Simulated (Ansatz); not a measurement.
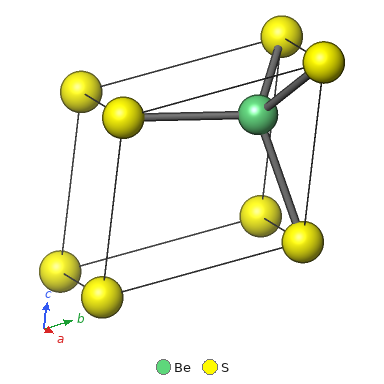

System: BeS, space group F-43m (No. 216) (cell built by us, not taken from a database). The picture shows the cell.

The given structure:
```xyz
2
Lattice="0.0000 2.4381 2.4381 2.4381 0.0000 2.4381 2.4381 2.4381 0.0000" Properties=species:S:1:pos:R:3 pbc="T T T"
Be    3.6571    3.6571    3.6571
S     0.0000    0.0000    0.0000
```

Method: proper piezoelectric stress tensor of an insulator from Berry phases at small strains, Voigt columns xx yy zz yz xz xy, Cartesian axes of the cell vectors; plane waves with PAW datasets, Γ-centred k mesh (Ansatz 0.2.0). Level: PBE, no spin polarisation.

- wave cutoff: 420 eV
- k mesh: 8×8×8
- occupations: fixed
- pressure: 0 GPa
- ions: relaxed
- strain amplitude: 0.002

What does the calculation give for the piezoelectric tensor e in Voigt notation?

The largest components, equal in size at 0.233 C/m², are e14, e25 and e36. Three components exceed 1 % of the largest: e14 = −0.233, e25 = −0.233, e36 = −0.233 C/m².

```json
{"": "x", "xx": "0.000", "yy": "0.000", "zz": "0.000", "yz": "-0.233", "xz": "0.000", "xy": "0.000"}
{"": "y", "xx": "0.000", "yy": "0.000", "zz": "0.000", "yz": "0.000", "xz": "-0.233", "xy": "0.000"}
{"": "z", "xx": "0.000", "yy": "0.000", "zz": "0.000", "yz": "0.000", "xz": "0.000", "xy": "-0.233"}
```

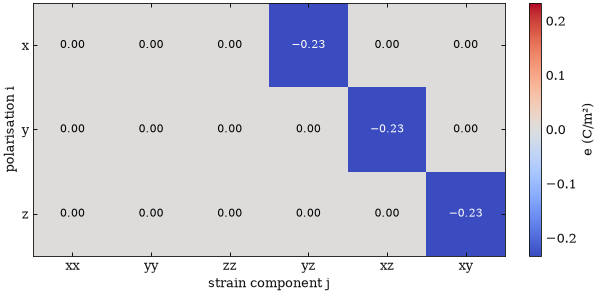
